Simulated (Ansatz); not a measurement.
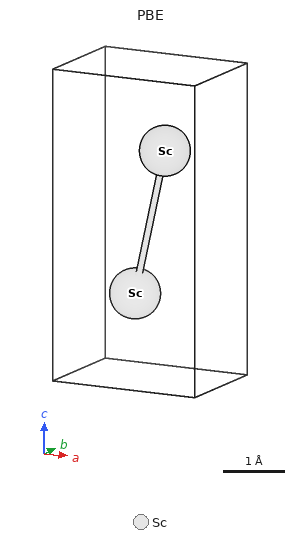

Solid Sc (set up in P6_3/mmc), relaxed (cell and atoms) with several functionals. The picture shows the result with PBE. Style: ball-and-stick. Shown: the cell of the calculation, slightly off an axis.

Computed with Ansatz 0.2.0: Ansatz PAW. Settings: plane-wave cutoff 500 eV; k-point mesh 9 × 9 × 5; occupations fermi-dirac; smearing width 0.05 eV; no spin polarisation; cell and atoms relaxed; force threshold 0.01 eV/Å.

| functional | volume (Å³/atom) | a (Å) | c (Å) |
| --- | --- | --- | --- |
| PBEsol | ? | ? | ? |
| PBE | 24.677 | 3.319 | 5.173 |
| LDA | 22.553 | 3.229 | 4.996 |
| r2SCAN | 24.942 | 3.328 | 5.201 |

**One row is withheld. What does the calculation give there?**

With PBEsol the volume falls between LDA (22.553) and PBE (24.677). The calculation gives 23.671 Å³/atom (a = 3.276 Å, c = 5.094 Å). In order of volume: LDA < PBEsol < PBE < r2SCAN; the spread is 10.6 %.

Each member starts from this one structure; whether another phase lies lower wasn't checked.
